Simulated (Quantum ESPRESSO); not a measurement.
# Thickness dependence of 2H-WS2, part 6 of 8

Aim: screening, gap and ionisation potential of 2H-WS2 against the number of layers.

Quantum ESPRESSO 7.5; plane-wave DFT, PBE, GBRV ultrasoft pseudopotentials.

So far. Step 8 (Band structure, 1 layer: no field): Along this path the valence top lies at K and the conduction bottom at K. Step 12 (Bands along a path, 1 layer: spin-orbit coupling): Along this path the valence top lies at K and the conduction bottom between K and Γ.

## (13) Variable-cell relaxation, 2 layers

Level of this step: plane-wave DFT, PBE-D3(BJ), GBRV ultrasoft pseudopotentials (Quantum ESPRESSO 7.5).

System of this step: 2H-WS2, 2 layers, AA' stacking. The cell holds 6 atoms: 4 S and 2 W. Cell: a = 3.180 Å, b = 3.180 Å, c = 27.251 Å, α = 90.0°, β = 90.0°, γ = 120.0°. It derives from WS2. Vacuum lies along c.

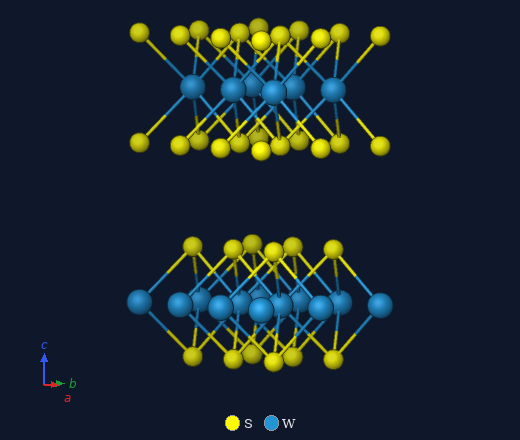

The cell of this step (sulfur yellow, tungsten blue). Bonds to atoms that aren't drawn are left out. 3×2×1 cells are drawn. Some periodic images of atoms are drawn too.

The input, n2.relax.in:

```
&control
  prefix = 'n2.relax'
  outdir = './out'
  pseudo_dir = './pseudo'
  nstep = 50
  forc_conv_thr = 0.0004
  calculation = 'vc-relax'
  etot_conv_thr = 1e-06
/
&system
  ibrav = 0
  nat = 6
  ntyp = 2
  ecutwfc = 50
  ecutrho = 250
  vdw_corr = 'grimme-d3'
  dftd3_version = 4
  occupations = 'smearing'
  smearing = 'fd'
  degauss = 0.004
/
&electrons
  conv_thr = 1e-09
  mixing_beta = 0.4
  electron_maxstep = 120
  mixing_mode = 'plain'
/
&ions
/
&cell
  cell_dofree = '2Dxy'
  press_conv_thr = 0.3
/
ATOMIC_SPECIES
  S   32.0600  s_pbe_v1.4.uspp.F.UPF
  W   183.8400  w_pbe_v1.2.uspp.F.UPF
CELL_PARAMETERS angstrom
  3.18000000000000 0.00000000000000 0.00000000000000
  -1.59000000000000 2.75396078403451 0.00000000000000
  0.00000000000000 0.00000000000000 27.25124046483791
ATOMIC_POSITIONS crystal
  S   0.333333333333 0.666666666667 0.311912406739
  W   0.000000000000 0.000000000000 0.375682352127
  S   0.333333333333 0.666666666667 0.439452297515
  S   0.000000000000 0.000000000000 0.560547702485
  W   0.333333333333 0.666666666667 0.624317647873
  S   0.000000000000 0.000000000000 0.688087593261
K_POINTS automatic
  12 12 1 0 0 0
```

Run with:

```sh
> OMP_NUM_THREADS=1 mpirun -n 4 pw.x -nk 4 -in n2.relax.in > n2.relax.out
```

Log:

```text
[banner, memory and clock lines left out]
Program PWSCF v.7.5 starts

          URL

     Message from routine setup:
     using ibrav=0 with symmetry is DISCOURAGED, use correct ibrav instead

     G-vector sticks info

     bravais-lattice index     =            0
     lattice parameter (alat)  =       6.0093  a.u.
     unit-cell volume          =    1610.5260 (a.u.)^3
     number of atoms/cell      =            6
     number of atomic types    =            2
     number of electrons       =        52.00
     number of Kohn-Sham states=           31
     kinetic-energy cutoff     =      50.0000  Ry
     charge density cutoff     =     250.0000  Ry
     scf convergence threshold =      1.0E-09
     mixing beta               =       0.4000
     number of iterations used =            8  plain     mixing
     energy convergence thresh.=      1.0E-06
     force convergence thresh. =      4.0E-04
     press convergence thresh. =      3.0E-01
     Exchange-correlation= SLA  PW   PBE  PBE
                           (   1   4   3   4   0   0   0)
     nstep                     =           50

     celldm(1)=   6.009329  celldm(2)=   0.000000  celldm(3)=   0.000000
     celldm(4)=   0.000000  celldm(5)=   0.000000  celldm(6)=   0.000000

     crystal axes: (cart. coord. in units of alat)
               a(1) = (   1.000000   0.000000   0.000000 )
               a(2) = (  -0.500000   0.866025   0.000000 )
               a(3) = (   0.000000   0.000000   8.569572 )

     reciprocal axes: (cart. coord. in units 2 pi/alat)
               b(1) = (  1.000000  0.577350 -0.000000 )
               b(2) = (  0.000000  1.154701  0.000000 )
               b(3) = (  0.000000 -0.000000  0.116692 )

     PseudoPot. # 1 for S  read from file:
     ./pseudo/s_pbe_v1.4.uspp.F.UPF
     Pseudo is Ultrasoft + core correction, Zval =  6.0
     Generated by new atomic code, or converted to UPF format
     Using radial grid of  907 points,  6 beta functions with:
                l(1) =   0
                l(2) =   0
                l(3) =   1
                l(4) =   1
                l(5) =   2
                l(6) =   2
     Q(r) pseudized with  8 coefficients,  rinner =    1.300   1.300   1.300
                                                       1.300   1.300

     PseudoPot. # 2 for W  read from file:
     ./pseudo/w_pbe_v1.2.uspp.F.UPF
     Pseudo is Ultrasoft + core correction, Zval = 14.0
     Generated by new atomic code, or converted to UPF format
     Using radial grid of  923 points,  8 beta functions with:
                l(1) =   0
                l(2) =   0
                l(3) =   0
                l(4) =   1
                l(5) =   1
                l(6) =   2
                l(7) =   2
                l(8) =   3
     Q(r) pseudized with  6 coefficients,  rinner =    1.350   1.350   1.350
                                                       1.350   1.350   1.350
                                                       1.350

     atomic species   valence    mass     pseudopotential
     S                 6.00    32.06000     S ( 1.00)
     W                14.00   183.84000     W ( 1.00)

     12 Sym. Ops., with inversion, found ( 6 have fractional translation)

   Cartesian axes

     site n.     atom                  positions (alat units)
         1        S      tau(   1) = (  -0.0000000   0.5773503   2.6729560  )
         2        W      tau(   2) = (   0.0000000   0.0000000   3.2194371  )
         3        S      tau(   3) = (  -0.0000000   0.5773503   3.7659183  )
         4        S      tau(   4) = (   0.0000000   0.0000000   4.8036542  )
         5        W      tau(   5) = (  -0.0000000   0.5773503   5.3501353  )
         6        S      tau(   6) = (   0.0000000   0.0000000   5.8966165  )

     DFT-D3 Dispersion Correction (3-body terms):
       Reference C6 values for interpolation:

         atom   Coordination number   C6
         S          0.000           268.01
         S          0.995           261.99
         S          1.990           251.62
         W          0.000          1628.72
         W          1.929          1086.81
         W         10.915           796.19

       Values used:

         atom   Coordination number  R0_AB[au]  C6      C8
         S          3.493            3.128    251.62  12327.25
         W          9.580            3.766    796.19 128250.55
         S          3.534            3.128    251.62  12327.25
         S          3.534            3.128    251.62  12327.25
         W          9.580            3.766    796.19 128250.55
         S          3.493            3.128    251.62  12327.25

         Molecular C6 ( Ry / a.u.^6 ) =     14354.95

     number of k points=    19  Fermi-Dirac smearing, width (Ry)=  0.0040
                       cart. coord. in units 2pi/alat
        k(    1) = (   0.0000000   0.0000000   0.0000000), wk =   0.0138889
        k(    2) = (   0.0000000   0.0962250   0.0000000), wk =   0.0833333
        k(    3) = (   0.0000000   0.1924501   0.0000000), wk =   0.0833333
        k(    4) = (   0.0000000   0.2886751   0.0000000), wk =   0.0833333
        k(    5) = (   0.0000000   0.3849002   0.0000000), wk =   0.0833333
        k(    6) = (   0.0000000   0.4811252   0.0000000), wk =   0.0833333
        k(    7) = (   0.0000000  -0.5773503   0.0000000), wk =   0.0416667
        k(    8) = (   0.0833333   0.1443376   0.0000000), wk =   0.0833333
        k(    9) = (   0.0833333   0.2405626   0.0000000), wk =   0.1666667
        k(   10) = (   0.0833333   0.3367877   0.0000000), wk =   0.1666667
        k(   11) = (   0.0833333   0.4330127   0.0000000), wk =   0.1666667
        k(   12) = (   0.0833333   0.5292377   0.0000000), wk =   0.1666667
        k(   13) = (   0.1666667   0.2886751   0.0000000), wk =   0.0833333
        k(   14) = (   0.1666667   0.3849002   0.0000000), wk =   0.1666667
        k(   15) = (   0.1666667   0.4811252   0.0000000), wk =   0.1666667
        k(   16) = (   0.1666667   0.5773503   0.0000000), wk =   0.0833333
        k(   17) = (   0.2500000   0.4330127   0.0000000), wk =   0.0833333
        k(   18) = (   0.2500000   0.5292377   0.0000000), wk =   0.1666667
        k(   19) = (   0.3333333   0.5773503   0.0000000), wk =   0.0277778

     Dense  grid:   107275 G-vectors     FFT dimensions: (  36,  36, 270)

     Smooth grid:    77097 G-vectors     FFT dimensions: (  27,  27, 240)

     Check: negative core charge=   -0.000002

     Initial potential from superposition of free atoms

     starting charge      51.7992, renormalised to      52.0000

     negative rho (up, down):  1.317E-01 0.000E+00
[...]
k = 0.0000 0.3856 0.0000 (  9616 PWs)   bands (ev):

   -72.1809 -72.1809 -36.5356 -36.5356 -36.3927 -36.3926 -36.3392 -36.3392
   -11.5466 -11.4388 -10.8555 -10.7328  -4.0799  -3.8894  -3.0412  -2.7247
    -2.6559  -2.3966  -1.2662  -1.2210  -0.2709   0.0265   0.1947   0.2623
     0.5501   0.6990   4.2669   4.3650   4.4528   4.6284   5.3470

          k = 0.0000 0.4820 0.0000 (  9652 PWs)   bands (ev):

   -72.1777 -72.1777 -36.5966 -36.5966 -36.3810 -36.3810 -36.3539 -36.3538
   -11.0660 -10.9831 -10.6722 -10.5988  -4.5599  -4.4063  -3.3199  -3.1434
    -2.7422  -2.3970  -1.5201  -1.4735  -0.3931  -0.1981   0.4351   0.5312
     0.6482   0.8049   4.5761   4.6213   4.7570   4.9666   5.6230

          k =-0.0000-0.5785 0.0000 (  9654 PWs)   bands (ev):

   -72.1766 -72.1766 -36.6188 -36.6188 -36.3768 -36.3768 -36.3592 -36.3592
   -10.8650 -10.8019 -10.5964 -10.5526  -4.7716  -4.6161  -3.4661  -3.3205
    -2.7646  -2.4258  -1.6074  -1.5603  -0.4053  -0.2875   0.5110   0.6188
     0.8324   0.9299   4.7064   4.7307   5.0912   5.2260   5.6919

          k = 0.0835 0.1446 0.0000 (  9621 PWs)   bands (ev):

   -72.1906 -72.1906 -36.4280 -36.4279 -36.3444 -36.3444 -36.2955 -36.2955
   -12.7040 -12.5778 -11.3146 -11.1079  -4.4684  -3.9145  -1.8125  -1.7953
    -1.4259  -0.8708  -0.7105  -0.6966  -0.4058  -0.3587   0.3978   0.7529
     1.4526   1.7652   4.2015   4.4223   4.5134   4.5562   4.6469

          k = 0.0835 0.2410 0.0000 (  9611 PWs)   bands (ev):

   -72.1868 -72.1868 -36.4159 -36.4159 -36.4143 -36.4143 -36.3160 -36.3160
   -12.2931 -12.1696 -11.1490 -10.9691  -4.0452  -3.5170  -2.5036  -2.4556
    -1.8893  -1.5145  -1.0166  -0.9254  -0.4110  -0.3899   0.3584   0.6491
     1.1596   1.2137   3.8528   4.2165   4.4085   4.5627   4.6260

          k = 0.0835 0.3374 0.0000 (  9609 PWs)   bands (ev):

   -72.1825 -72.1825 -36.4972 -36.4972 -36.3985 -36.3984 -36.3398 -36.3398
   -11.7634 -11.6488 -10.9377 -10.7961  -3.8452  -3.5678  -2.9542  -2.6664
    -2.4466  -2.2550  -1.4290  -1.2871  -0.2269  -0.1973   0.1108   0.3135
     0.8185   0.8844   3.8402   4.2058   4.5077   4.6999   4.9942

          k = 0.0835 0.4338 0.0000 (  9616 PWs)   bands (ev):

   -72.1787 -72.1787 -36.5667 -36.5667 -36.3847 -36.3847 -36.3603 -36.3603
   -11.2324 -11.1377 -10.7301 -10.6355  -4.2542  -4.1008  -3.1573  -3.0002
    -2.7122  -2.3863  -1.6020  -1.4857  -0.2604  -0.1676  -0.1125  -0.0008
     0.8745   0.9474   4.1733   4.4616   4.8011   4.8851   5.4279

          k = 0.0835 0.5303 0.0000 (  9627 PWs)   bands (ev):

   -72.1766 -72.1766 -36.6065 -36.6065 -36.3768 -36.3767 -36.3721 -36.3721
   -10.8753 -10.8084 -10.5930 -10.5429  -4.6129  -4.4620  -3.4593  -3.3635
    -2.7347  -2.3985  -1.6409  -1.5816  -0.3903  -0.2260  -0.1029   0.0028
     1.0599   1.1732   4.5796   4.6639   5.0546   5.2015   5.7959

          k = 0.1670 0.2892 0.0000 (  9629 PWs)   bands (ev):

   -72.1831 -72.1831 -36.4776 -36.4776 -36.4006 -36.4006 -36.3457 -36.3456
   -11.8402 -11.7235 -10.9661 -10.8178  -3.7354  -3.3783  -2.8618  -2.7546
    -2.2244  -2.0688  -1.7641  -1.4414  -0.4556  -0.4453   0.3961   0.5171
     0.9481   0.9727   3.6413   4.0638   4.5581   4.7362   4.7371

          k = 0.1670 0.3856 0.0000 (  9587 PWs)   bands (ev):

   -72.1793 -72.1793 -36.5354 -36.5354 -36.3869 -36.3868 -36.3783 -36.3783
   -11.3279 -11.2270 -10.7595 -10.6523  -3.9001  -3.7625  -2.9540  -2.8786
    -2.6828  -2.4404  -1.8960  -1.5613  -0.8238  -0.7675   0.1322   0.1974
     0.9847   1.0055   3.8283   4.2881   4.8578   4.9432   5.0198

          k = 0.1670 0.4820 0.0000 (  9607 PWs)   bands (ev):

   -72.1766 -72.1766 -36.5764 -36.5764 -36.4032 -36.4032 -36.3768 -36.3768
   -10.8950 -10.8216 -10.5854 -10.5242  -4.2229  -4.0960  -3.4541  -3.4303
    -2.6314  -2.3316  -1.8071  -1.5567  -1.0395  -0.9092  -0.2657  -0.0945
     1.1711   1.2611   4.2464   4.5085   5.0533   5.1834   5.3226

          k = 0.1670 0.5785 0.0000 (  9642 PWs)   bands (ev):

   -72.1756 -72.1756 -36.5912 -36.5911 -36.4125 -36.4125 -36.3731 -36.3731
   -10.7157 -10.6644 -10.5129 -10.4798  -4.3584  -4.2216  -3.6469  -3.6346
    -2.6738  -2.3689  -1.7172  -1.5489  -1.0386  -0.9116  -0.4506  -0.2340
     1.3218   1.4526   4.3712   4.4161   5.2584   5.4072   5.4826

          k = 0.2505 0.4338 0.0000 (  9599 PWs)   bands (ev):

   -72.1766 -72.1766 -36.5562 -36.5562 -36.4239 -36.4239 -36.3768 -36.3768
   -10.9046 -10.8282 -10.5814 -10.5151  -3.9560  -3.8782  -3.4886  -3.4207
    -2.4473  -2.3363  -1.8818  -1.5781  -1.5547  -1.3811  -0.1943  -0.0286
     1.2052   1.2550   4.0885   4.4154   4.9562   5.1743   5.1766

          k = 0.2505 0.5303 0.0000 (  9620 PWs)   bands (ev):

   -72.1750 -72.1750 -36.5603 -36.5603 -36.4582 -36.4582 -36.3710 -36.3710
   -10.6283 -10.5857 -10.4620 -10.4348  -3.9358  -3.8436  -3.8332  -3.7757
    -2.5301  -2.3743  -1.9715  -1.8061  -1.6153  -1.4051  -0.5007  -0.3046
     1.5168   1.6228   4.0103   4.0463   4.9398   5.4820   5.5256

          k = 0.3340 0.5785 0.0000 (  9573 PWs)   bands (ev):

   -72.1744 -72.1744 -36.5332 -36.5332 -36.4995 -36.4995 -36.3688 -36.3688
   -10.5123 -10.5123 -10.4066 -10.4066  -4.0092  -3.9188  -3.5761  -3.5761
    -2.7476  -2.6174  -2.1403  -2.1403  -1.4421  -1.4421  -0.5349  -0.5349
     1.7688   1.8758   3.6857   3.6857   4.8149   5.4451   5.8354

     the Fermi energy is     2.9009 ev

!    total energy              =    -415.19009346 Ry
     estimated scf accuracy    <          5.0E-12 Ry
     smearing contrib. (-TS)   =      -0.00000002 Ry
     internal energy E=F+TS    =    -415.19009344 Ry

     The total energy is F=E-TS. E is the sum of the following terms:
     one-electron contribution =   -3323.45703757 Ry
     hartree contribution      =    1665.72351708 Ry
     xc contribution           =    -116.41698305 Ry
     ewald contribution        =    1359.11436794 Ry
     DFT-D3 Dispersion         =      -0.15395784 Ry

     convergence has been achieved in  12 iterations

     negative rho (up, down):  1.398E-01 0.000E+00

     Forces acting on atoms (cartesian axes, Ry/au):

     atom    1 type  1   force =     0.00000000    0.00000000   -0.00041091
     atom    2 type  2   force =     0.00000000    0.00000000    0.00003982
     atom    3 type  1   force =     0.00000000    0.00000000    0.00057181
     atom    4 type  1   force =     0.00000000    0.00000000   -0.00057181
     atom    5 type  2   force =     0.00000000    0.00000000   -0.00003982
     atom    6 type  1   force =    -0.00000000   -0.00000000    0.00041091

     Total force =     0.000997     Total SCF correction =     0.000015

     Computing stress (Cartesian axis) and pressure

     negative rho (up, down):  1.398E-01 0.000E+00
          total   stress  (Ry/bohr**3)                   (kbar)     P=       -4.38
  -0.00004273  -0.00000000  -0.00000000           -6.29       -0.00       -0.00
  -0.00000000  -0.00004273  -0.00000000           -0.00       -6.29       -0.00
   0.00000000   0.00000000  -0.00000394            0.00        0.00       -0.58

     Energy error            =      1.3E-04 Ry
     Gradient error          =      5.7E-04 Ry/Bohr
     Cell gradient error     =      6.3E+00 kbar

     number of scf cycles    =  22
     number of bfgs steps    =  21

     enthalpy           old  =    -415.1899674073 Ry
     enthalpy           new  =    -415.1900934559 Ry

     CASE: enthalpy          _new < enthalpy          _old

     new trust radius        =       0.0293781388 bohr
     new conv_thr            =            1.4E-11 Ry

     new unit-cell volume =   1594.86547 a.u.^3 (   236.33468 Ang^3 )
     density =      3.48444 g/cm^3

CELL_PARAMETERS (angstrom)
   3.164501267  -0.000000000   0.000000000
  -1.582250634   2.740538488   0.000000000
   0.000000000   0.000000000  27.251240465

ATOMIC_POSITIONS (crystal)
S                0.3333333333        0.6666666667        0.3293212198
W                0.0000000000        0.0000000000        0.3871067392
S                0.3333333333        0.6666666667        0.4448250949
S               -0.0000000000       -0.00000
```

Run time: 27 min. Hardware: 4 MPI ranks of Arm Neoverse V1, shared host; peak memory 1.3 GiB; 1.8 h of CPU time.

Step by step (22 of 27):

| step | energy less that of the first step (eV) | largest force (eV/Å) | volume (Å³) |
| --- | --- | --- | --- |
| 1 | 0.0000 | 2.6631 | 238.66 |
| 2 | -0.5675 | 1.8176 | 234.87 |
| 3 | -0.8910 | 0.7140 | 231.57 |
| 5 | -0.9423 | 0.0670 | 231.83 |
| 6 | -0.9481 | 0.0591 | 232.88 |
| 7 | -0.9532 | 0.0426 | 234.45 |
| 8 | -0.9541 | 0.0398 | 235.37 |
| 10 | -0.9546 | 0.0407 | 235.56 |
| 11 | -0.9550 | 0.0411 | 235.64 |
| 12 | -0.9557 | 0.0415 | 235.73 |
| 13 | -0.9567 | 0.0419 | 235.84 |
| 15 | -0.9605 | 0.0431 | 236.13 |
| 16 | -0.9639 | 0.0440 | 236.35 |
| 17 | -0.9690 | 0.0442 | 236.63 |
| 18 | -0.9762 | 0.0424 | 237.00 |
| 20 | -0.9955 | 0.0194 | 238.05 |
| 21 | -0.9977 | 0.0062 | 238.13 |
| 22 | -0.9994 | 0.0147 | 237.74 |
| 23 | -1.0032 | 0.0299 | 236.33 |
| 25 | -1.0041 | 0.0023 | 235.45 |
| 26 | -1.0041 | 0.0000 | 235.47 |
| 27 | -1.0026 | 0.0001 | 235.47 |

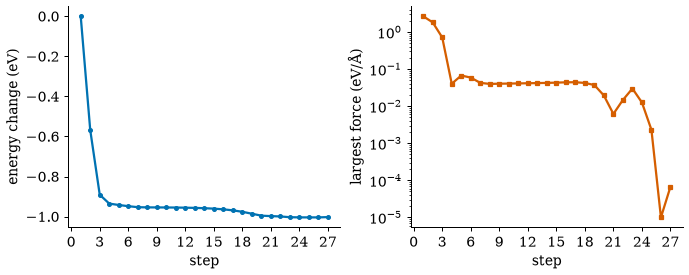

Energy and largest force along the relaxation.

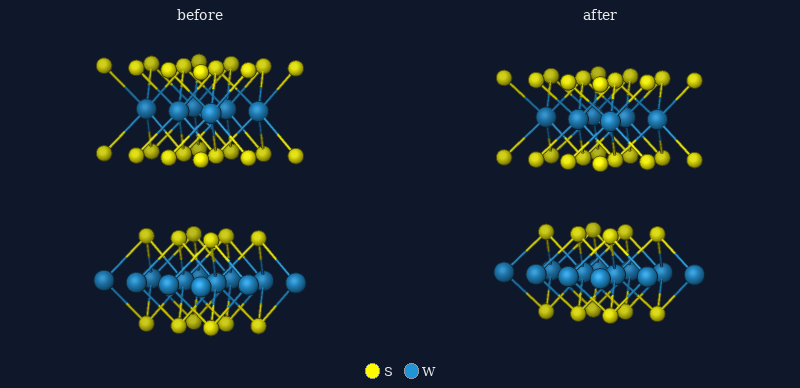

The structure before and after the relaxation, drawn at the same scale. Bonds to atoms that aren't drawn are left out.

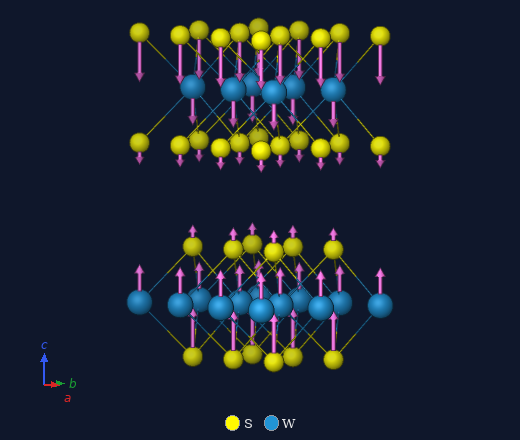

Displacements in the relaxation, exaggerated, measured against the changing cell; the longest in the cell stands for 0.48 Å. Bonds to atoms that aren't drawn are left out. 3×2×1 cells are drawn. Some periodic images of atoms are drawn too.

| cell as run | before | after | change |
| --- | --- | --- | --- |
| a (Å) | 3.180 | 3.159 | -0.7 % |
| b (Å) | 3.180 | 3.159 | -0.7 % |

The atoms that moved most (Å, along periodic axes as changes of fractional coordinates times the final cell, across vacuum about the mean position):

| atom | dx | dy | dz | length |
| --- | --- | --- | --- | --- |
| S6 | 0.000 | 0.000 | -0.484 | 0.484 |
| S1 | 0.000 | 0.000 | 0.484 | 0.484 |
| W2 | 0.000 | 0.000 | 0.323 | 0.323 |
| W5 | 0.000 | 0.000 | -0.323 | 0.323 |
| S4 | 0.000 | 0.000 | -0.162 | 0.162 |
| S3 | 0.000 | 0.000 | 0.162 | 0.162 |

Final coordinates:

```xyz
6
Lattice="3.1587 0.0000 0.0000 -1.5793 2.7355 0.0000 0.0000 0.0000 27.2512" Properties=species:S:1:pos:R:3
S     0.0000    1.8237    8.9838
W     0.0000    0.0000   10.5613
S     0.0000    1.8237   12.1372
S     0.0000    0.0000   15.1140
W     0.0000    1.8237   16.6899
S     0.0000    0.0000   18.2674
```

 The last row is no step: it is a fresh SCF in the final cell with a new plane-wave basis, +1 meV from the row before.

Read from the output:

* free energy: -5648.9522 eV
* Fermi energy: 2.953 eV

[end of part 6 of 8]

[Logs are printed without paths, hosts, clocks, repeated set-up lines and the standing remarks that a program may print on its own settings, such as how far it seeks lower states.]

[Hosts, paths, dates, database ids (printed as entryN), source tags and the programs' standing remarks are cut or masked in the printed files.]

[Maps of the electrostatic potential energy from Ansatz leave out the sawtooth potential of an applied field or a dipole correction, so their vacuum need not be flat; planar profiles and work functions include it.]
